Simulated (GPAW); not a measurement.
# zinc-blende (ZnSe)₁₋ₓ(BeSe)ₓ at x = 0.75: the Se K absorption edge

What does the Se K edge look like in zinc-blende (ZnSe)₁₋ₓ(BeSe)ₓ at x = 0.75?

Main program and level: GPAW 26.7.0; X-ray absorption from dipole matrix elements to empty bands, plane-wave PAW LDA.

### 1. Set-up

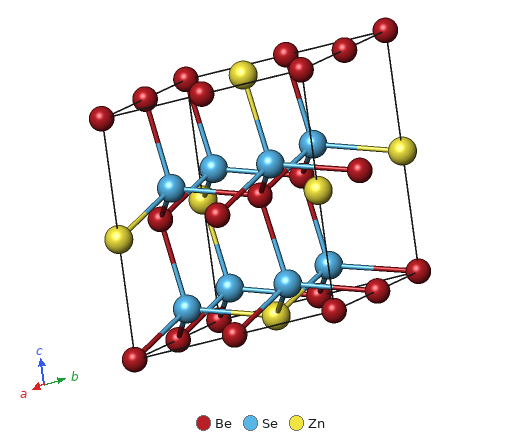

The starting structure, seen slightly off an axis (beryllium red, selenium blue, zinc yellow). Bonds to atoms that aren't drawn are left out. Some periodic images of atoms are drawn too.

The cell holds 16 atoms: 6 Be, 8 Se and 2 Zn. Its edges and angles: a = 7.455 Å, b = 7.455 Å, c = 7.455 Å, α = 60.0°, β = 60.0°, γ = 60.0°. 16-atom zinc-blende cell, 6 of 8 Zn sites taken by Be at random, lattice constants typed for the ends and interpolated (Vegard).

### 2. Relaxation

The cell was built by hand, so its atoms are relaxed first: near-edge features follow bond lengths closely.

File relax.py:

```python
import numpy as np
from ase import Atoms
from ase.parallel import parprint, paropen
from gpaw import GPAW, PW, FermiDirac, Mixer, MixerDif, setup_paths
from ase.optimize import BFGS

atoms = Atoms('BeSeZnSeBeSeBeSeBeSeBeSeZnSeBeSe',
    cell=[[0, 5.27125, 5.27125],
     [5.27125, 0, 5.27125],
     [5.27125, 5.27125, 0]],
    scaled_positions=[[0.005137, 0.999733, 0.00126],
     [0.123336, 0.125561, 0.12846],
     [0.997809, 0.999458, 0.498858],
     [0.124575, 0.126842, 0.624625],
     [0.00115, 0.499267, 0.001479],
     [0.123299, 0.621446, 0.122383],
     [0.99981, 0.49564, 0.499459],
     [0.122286, 0.62441, 0.624094],
     [0.496971, 0.00241, 0.999316],
     [0.627254, 0.124079, 0.124295],
     [0.501246, 0.998537, 0.501097],
     [0.622001, 0.124937, 0.624279],
     [0.501355, 0.49646, 0.99937],
     [0.625004, 0.628029, 0.126425],
     [0.5024, 0.498003, 0.499513],
     [0.626365, 0.623814, 0.624568]],
    pbc=True)
atoms.calc = GPAW(legacy_gpaw=True, mode=PW(400, force_complex_dtype=True), xc='LDA', setups={},
    kpts={'size': (3, 3, 3), 'gamma': True}, occupations=FermiDirac(0.08),
    charge=0, mixer=Mixer(0.1, 5, 50), maxiter=150,
    convergence={'density': 0.0001, 'eigenstates': 1e-6}, txt='relax.txt')
steps = []
opt = BFGS(atoms, logfile='-')
opt.attach(lambda: steps.append([atoms.get_potential_energy(), float(np.linalg.norm(atoms.get_forces(), axis=1).max())]))
done = opt.run(fmax=0.05, steps=30)
out = dict(done=bool(done), steps=steps, frac=atoms.get_scaled_positions().tolist())
import json
with paropen('out.json', 'w') as f:
    json.dump(out, f)
```

On the command line:

```sh
$ OMP_NUM_THREADS=1 mpirun -n 4 gpaw python relax.py
```

Numbers of over 12 decimals in the logs are rounded to 6 here.

The log of the run:

```text
Input parameters:
  convergence: {density: 0.0001,
                eigenstates: 1e-06}
  kpts: {gamma: True,
         size: (3, 3, 3)}
  maxiter: 150
  mixer: {backend: pulay,
          beta: 0.1,
          method: separate,
          nmaxold: 5,
          weight: 50}
  mode: {ecut: 400.0,
         force_complex_dtype: True,
         name: pw}
  occupations: {fixmagmom: False,
                name: fermi-dirac,
[...]
14 Be   -0.00291    0.00254   -0.00350
 15 Se    0.00953    0.00281   -0.00673
Step     Time          Energy          fmax
BFGS:    0 04:09:07      -73.665836        1.946733
BFGS:    1 04:09:30      -73.921021        1.416824
BFGS:    2 04:09:56      -74.284364        0.181164
BFGS:    3 04:10:12      -74.289432        0.092909
BFGS:    4 04:10:24      -74.290202        0.078761
BFGS:    5 04:10:43      -74.291220        0.053628
BFGS:    6 04:10:53      -74.291684        0.028814
[key lines of the parts left out:]
Converged after 4 iterations.
Dipole moment: (-31.534895, -31.576210, -31.521318) |e|*Ang
Free energy:    -74.291684
Fermi level: 5.72958
```

Wall time 2.4 min (4 MPI ranks of Arm Neoverse V1, shared host); peak memory 0.29 GiB; 9.7 min of CPU time.

In 6 steps the energy fell by 626 meV (energies extrapolated to zero smearing) and the largest force to 0.029 eV/Å. Atom 2 (Se; the text counts from 1, the script from 0) is among those that moved most, by 0.12 Å.

### 3. Ground state of the crystal

A plain self-consistent run shows whether there is a gap, which decides the set-up of the core-hole run.

File scf.py:

```python
import numpy as np
from ase import Atoms
from ase.parallel import parprint, paropen
from gpaw import GPAW, PW, FermiDirac, Mixer, MixerDif, setup_paths
from gpaw.test import gen
setup_paths.insert(0, '.')
gen('Se', name='nch1s', xcname='LDA', corehole=(1, 0, 0), write_xml=True)
from gpaw.mpi import world
world.barrier()

atoms = Atoms('BeSeZnSeBeSeBeSeBeSeBeSeZnSeBeSe',
    cell=[[0, 5.27125, 5.27125],
     [5.27125, 0, 5.27125],
     [5.27125, 5.27125, 0]],
    scaled_positions=[[0.0022448, 0.9988762, 0.0002408],
     [0.1302413, 0.1310022, 0.1091273],
     [0.9983079, 0.998581, 0.5017692],
     [0.1311533, 0.1289637, 0.6310118],
     [0.9991264, 0.5004157, 0.9990358],
     [0.1086219, 0.6297056, 0.1298199],
     [0.0001302, 0.4981912, 0.4988142],
     [0.130185, 0.6065079, 0.6300184],
     [0.4993393, 0.0009435, 0.0000852],
     [0.6326784, 0.1064069, 0.1305511],
     [0.500238, 0.998868, 0.4995682],
     [0.6063419, 0.1307572, 0.6309699],
     [0.501102, 0.4983392, 0.0004081],
     [0.6300349, 0.6315767, 0.130541],
     [0.4994319, 0.5000045, 0.4997235],
     [0.6308851, 0.6294955, 0.6078518]],
    pbc=True)
atoms.calc = calc = GPAW(legacy_gpaw=True, mode=PW(400, force_complex_dtype=True), xc='LDA', setups={1: 'nch1s'},
    kpts={'size': (4, 4, 4), 'gamma': True}, occupations=FermiDirac(0.05),
    charge=0, mixer=Mixer(0.1, 5, 50), maxiter=150,
    convergence={'density': 0.0001, 'eigenstates': 1e-6}, txt='scf.txt')
energy = atoms.get_potential_energy() + calc.get_reference_energy()
ef = calc.get_fermi_level()
out = dict(energy=energy, fermi=ef, forces=atoms.get_forces().tolist())
parprint(f'all-electron energy {energy:.4f} eV, Fermi level {ef:.4f} eV')
ev = np.array([[calc.get_eigenvalues(k, s) for k in range(len(calc.get_ibz_k_points()))] for s in range(calc.get_number_of_spins())])
out['homo'], out['lumo'], out['counts'] = ev[ev < ef].max(), ev[ev > ef].min(), sorted(set((ev < ef).sum((0, 2)).tolist()))
out['filled'] = (ev[:, 0] < ef).sum(1).tolist()
import json
with paropen('out.json', 'w') as f:
    json.dump(out, f)
```

On the command line:

```sh
$ OMP_NUM_THREADS=1 mpirun -n 4 gpaw python scf.py
```

The log of the run:

```text
Input parameters:
  convergence: {density: 0.0001,
                eigenstates: 1e-06}
  kpts: {gamma: True,
         size: (4, 4, 4)}
  maxiter: 150
  mixer: {backend: pulay,
          beta: 0.1,
          method: separate,
          nmaxold: 5,
          weight: 50}
  mode: {ecut: 400.0,
         force_complex_dtype: True,
         name: pw}
  occupations: {fixmagmom: False,
                name: fermi-dirac,
                width: 0.05}
  setups: {1: nch1s}

Initialize ...

[... PAW data sets ...]

Reference energy: -628072.323202  # eV

Spin-paired calculation

[... convergence settings ...]
Symmetries present (total): 1
  [... symmetry matrices ...]

64 k-points: 4 x 4 x 4 Monkhorst-Pack grid + [1/8,1/8,1/8]
36 k-points in the irreducible part of the Brillouin zone
       k-points in crystal coordinates                weights
   0:     0.00000000    0.00000000    0.00000000          1/64
   1:     0.00000000    0.00000000    0.25000000          2/64
   2:     0.00000000    0.00000000    0.50000000          1/64
   3:     0.00000000    0.25000000   -0.25000000          2/64
   4:     0.00000000    0.25000000    0.00000000          2/64
   5:     0.00000000    0.25000000    0.25000000          2/64
   6:     0.00000000    0.25000000    0.50000000          2/64
   7:     0.00000000    0.50000000    0.00000000          1/64
   8:     0.00000000    0.50000000    0.25000000          2/64
   9:     0.00000000    0.50000000    0.50000000          1/64
          ...
  35:     0.50000000    0.50000000    0.50000000          1/64

Wave functions: Plane wave expansion
  Cutoff energy: 400.000 eV
  Number of coefficients (min, max): 5209, 5360
  Pulay-stress correction: 0.000000 eV/Ang^3 (de/decut=0.000000)
  Using FFTW library
  Wavefunction extrapolation:
    Improved wavefunction reuse through dual PAW basis

Occupation numbers: Fermi-Dirac:
  width: 0.0500  # eV

Eigensolver
   Davidson(niter=2)

Densities:
  Coarse grid: 35*35*35 grid
  Fine grid: 70*70*70 grid
  Total Charge: 0.000000

Density mixing:
  Method: separate
  Backend: pulay
  Linear mixing parameter: 0.1
  old densities: 5
  Width of damping distribution: 1.1
  Damping of long wavelength oscillations: 50

[... Hamiltonian set-up ...]
Number of atoms: 16
Number of atomic orbitals: 74
Number of bands in calculation: 55
Number of valence electrons: 84
Bands to converge: occupied

... initialized

Initializing position-dependent things.

Density initialized from atomic densities
Creating initial wave functions:
  55 bands from LCAO basis set

                               Zn

                                 Be

                              Be
                           Se
                   Se
                       Be
                     Se
               Zn
             Se          Se
                  SeBe
         Be           Be
                   Se

           Se

Atomic positions and initial magnetic moments

Positions:
   0 Be     5.266595    0.013102    5.277159    ( 0.0000,  0.0000,  0.0000)
   1 Se     1.265783    1.261772    1.377080    ( 0.0000,  0.0000,  0.0000)
   2 Zn     7.908721    7.907281   10.526101    ( 0.0000,  0.0000,  0.0000)
   3 Se     4.006021    4.017563    1.371142    ( 0.0000,  0.0000,  0.0000)
   4 Be     7.903984   10.532812    7.904461    ( 0.0000,  0.0000,  0.0000)
   5 Se     4.003649    1.256886    3.891909    ( 0.0000,  0.0000,  0.0000)
   6 Be     5.255465    2.630061    2.626777    ( 0.0000,  0.0000,  0.0000)
[...]
13 Se     4.017313    4.009186    6.650270    ( 0.0000,  0.0000,  0.0000)
  14 Be     5.269816    5.266798    5.268279    ( 0.0000,  0.0000,  0.0000)
  15 Se     6.522367    6.529692    6.643781    ( 0.0000,  0.0000,  0.0000)

Unit cell:
           periodic     x           y           z      points  spacing
  1. axis:    yes    0.000000    5.271250    5.271250    35     0.1739
  2. axis:    yes    5.271250    0.000000    5.271250    35     0.1739
  3. axis:    yes    5.271250    5.271250    0.000000    35     0.1739

  Lengths:   7.454673   7.454673   7.454673
  Angles:   60.000000  60.000000  60.000000

Effective grid spacing dv^(1/3) = 0.1898

iter:   1   -75.478755
iter:   2   -75.298151   -0.94  -1.10
iter:   3   -74.494775   -1.40  -1.14
iter:   4   -74.465470   -1.71  -1.37
iter:   5   -74.357713   -1.96  -1.63
iter:   6   -74.341893   -3.56  -2.16
iter:   7   -74.339247c  -2.54  -2.23
iter:   8   -74.329865c  -4.09  -2.65
iter:   9   -74.328855c  -4.61  -2.87
iter:  10   -74.327633c  -4.05  -2.96
iter:  11   -74.327756c  -4.70  -3.42
iter:  12   -74.327666c  -5.95  -3.70
iter:  13   -74.327637c  -6.26c -3.84
iter:  14   -74.327665c  -6.59c -3.90
iter:  15   -74.327611c  -5.64  -3.78
iter:  16   -74.327610c  -6.49c -4.05c

Converged after 16 iterations.

Dipole moment: (-31.545636, -31.587407, -31.532240) |e|*Ang

Energy contributions relative to reference atoms: (reference = -628072.323202)

Kinetic:       +105.758918
Potential:      -94.658748
External:        +0.000000
XC:             -84.722239
Entropy (-ST):   -0.000000
Local:           -0.705540
SIC:             +0.000000
--------------------------
Free energy:    -74.327610
Extrapolated:   -74.327610

Showing only first 2 kpts
 Kpt  Band  Eigenvalues  Occupancy
  0    40      4.44589    2.00000
  0    41      4.44720    2.00000
  0    42      6.99722    0.00000
  0    43      6.99841    0.00000

  1    40      4.27546    2.00000
  1    41      4.27674    2.00000
  1    42      7.43096    0.00000
  1    43      7.49430    0.00000

Fermi level: 5.55618

Gap: 2.550 eV
Transition (v -> c):
  (s=0, k=0, n=41, [0.00, 0.00, 0.00]) -> (s=0, k=0, n=42, [0.00, 0.00, 0.00])
No difference between direct/indirect transitions

Forces in eV/Ang:
  0 Be    0.00202   -0.02093   -0.01860
  1 Se   -0.01759   -0.00622   -0.01136
  2 Zn   -0.00572    0.00072    0.01950
  3 Se   -0.00645   -0.01848   -0.00239
  4 Be    0.00313    0.02205    0.00128
  5 Se   -0.00388    0.01118    0.00511
  6 Be    0.02015    0.01334    0.00730
[...]
13 Se   -0.02458   -0.00481   -0.01618
 14 Be   -0.00300    0.00181   -0.00351
 15 Se    0.00680    0.00248   -0.00607
Scalar-relativistic atomic LDA calculation for Se (Selenium, Z=34)
Core hole in 1s state (1s occupation: 2.0)
600 radial gridpoints.
|------------------------------------------------|
|------------------------------------------------|
[... the atom generator's iteration count ...]

Energy contributions:
-------------------------
Kinetic:    +2473.673807
XC:           -84.568572
Potential:  -4815.191637
-------------------------
Total:      -2426.086403

state      eigenvalue         ekin         rmax
-----------------------------------------------
1s^2.0 :  -458.454063   585.610500        0.029
2s^2.0 :   -58.944272   113.958427        0.165
2p^6.0 :   -51.926385   111.024402        0.132
3s^2.0 :    -7.811225    26.858720        0.503
3p^6.0 :    -5.612216    24.321149        0.500
3d^10.0:    -1.962010    19.216000        0.451
4s^2.0 :    -0.642093     3.714776        1.502
4p^4.0 :    -0.244602     2.288913        1.798
-----------------------------------------------
(units: Bohr and Hartree)

Generating PAW setup
Kinetic energy of the core from tauc = 2487.595922
Cutoffs:
rc(s)=1.600
rc(p)=1.900
rc(d)=1.600
rc(vbar)=1.440
rc(comp)=1.600
rc(nct)=1.900

Kinetic energy of the core states: 2457.088603
Charge: 0.0
Core electrons: 28.0
Valence electrons: 6.0
Pseudo-core charge: 1.089569
Shape function alpha=3.906
Pseudo-electron charge 7.390631
state    eigenvalue         norm
--------------------------------
4s(2) :    -0.642093     1.095786
*s    :     0.357907
4p(4) :    -0.244602     1.027373
*p    :     0.755398
*d    :     0.000000
--------------------------------

Diagonalizing with gridspacing h=0.050

state   all-electron     PAW
-------------------------------
4s:      -0.642093    -0.642657
4p:      -0.244602    -0.244988
*d:                    0.040490
*f:                    0.073581
-------------------------------
all-electron energy -628146.6508 eV, Fermi level 5.5562 eV
```

Wall time 89 s (4 MPI ranks); peak memory 0.34 GiB; 5.9 min of CPU time.

The mesh shows a gap of 2.55 eV. The excited electron is kept all the same, so that all members of the series, with or without a gap, are treated alike.

### 4. Cell without a hole, the energy reference

The photon energy needs a difference of total energies, so the cell and mesh of the coming hole run are first run without a hole.

scf.py: that of step 3 with these lines changed.

```diff
@@ -32,3 +32,3 @@
 atoms.calc = calc = GPAW(legacy_gpaw=True, mode=PW(400, force_complex_dtype=True), xc='LDA', setups={1: 'nch1s'},
-    kpts={'size': (4, 4, 4), 'gamma': True}, occupations=FermiDirac(0.05),
+    kpts={'size': (3, 3, 3), 'gamma': True}, occupations=FermiDirac(0.02),
     charge=0, mixer=Mixer(0.1, 5, 50), maxiter=150,
```

The log of the run:

```text
Input parameters:
  convergence: {density: 0.0001,
                eigenstates: 1e-06}
  kpts: {gamma: True,
         size: (3, 3, 3)}
  maxiter: 150
  mixer: {backend: pulay,
          beta: 0.1,
          method: separate,
          nmaxold: 5,
          weight: 50}
  mode: {ecut: 400.0,
         force_complex_dtype: True,
         name: pw}
  occupations: {fixmagmom: False,
                name: fermi-dirac,
[...]
4s(2) :    -0.642093     1.095786
*s    :     0.357907
4p(4) :    -0.244602     1.027373
*p    :     0.755398
*d    :     0.000000
--------------------------------

Diagonalizing with gridspacing h=0.050

state   all-electron     PAW
-------------------------------
4s:      -0.642093    -0.642657
4p:      -0.244602    -0.244988
*d:                    0.040490
*f:                    0.073581
-------------------------------
all-electron energy -628146.6149 eV, Fermi level 5.5562 eV
[key lines of the parts left out:]
Converged after 16 iterations.
Dipole moment: (-31.534889, -31.576578, -31.521461) |e|*Ang
Free energy:    -74.291667
Fermi level: 5.55618
```

Wall time 42 s (4 MPI ranks); peak memory 0.3 GiB; 2.8 min of CPU time.

Reference energy: -628146.615 eV with the cores included.

(Part 1 of 2 ends here.)

[Banner, clock and machine lines of the logs are left out without a mark of their own.]

[Logs are printed without paths, hosts, clocks, repeated set-up lines and the standing remarks that a program may print on its own settings, such as how far it seeks lower states.]

[Hosts, paths, dates, database ids (printed as entryN), source tags and the programs' standing remarks are cut or masked in the printed files.]

[Lists of maxima count a maximum above −3 eV only where it reaches 4 % of the highest in the window and stands out from its surroundings by 2 % of it (1.5 % where it reaches 55 %); shoulders and weaker maxima are passed over, and of the rest the first, up to two pre-edge ones and the few strongest are named.]
